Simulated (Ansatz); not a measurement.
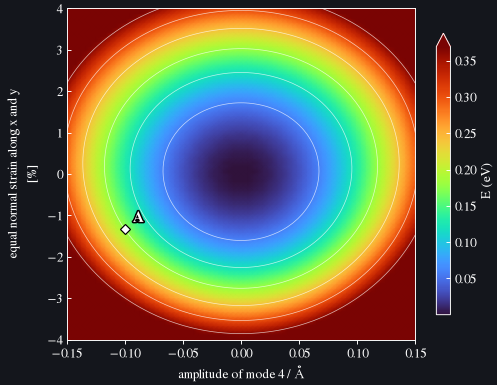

TaN (P6_3/mmc, No. 194; 4 atoms in the cell). The energy is mapped over a normal mode and a strain (zone-centre modes of the 4-atom cell of this scan) (x along [1 0 0], y along [1 2 0], z along [0 0 1] of the conventional cell). First axis: amplitude of mode 4 (142 cm⁻¹), largest displacement in the unstrained cell. Second axis: equal normal strain along x and y. Nothing is relaxed (the pattern is fixed in fractional coordinates). The scan uses a 7 × 7 grid; 28 points were computed and 21 follow by symmetry. Points are written as (first, second). All energies are given in eV per cell relative to the lowest grid point. Level of theory: DFT PBE, scalar-relativistic, plane waves, PAW (Ansatz 0.2.0). Settings: cutoff 520 eV, k-mesh 15×15×8 in the order of the run's cell vectors, gaussian smearing 0.15 eV, no spin polarisation.

Drawn: a smooth colour map with a few white contour lines, one colour for all values above the top of the scale, the point A. Between grid points the surface is interpolated.

> Which way does the force act at A, and how strong is it?

A, at (−0.10 Å, −1.33 %), is not a stationary point. The computed force is 2.8 eV for each Å towards larger values of the first coordinate and 0.067 eV for each 1 % towards larger values of the second coordinate.

PAW datasets: the set soft_1.
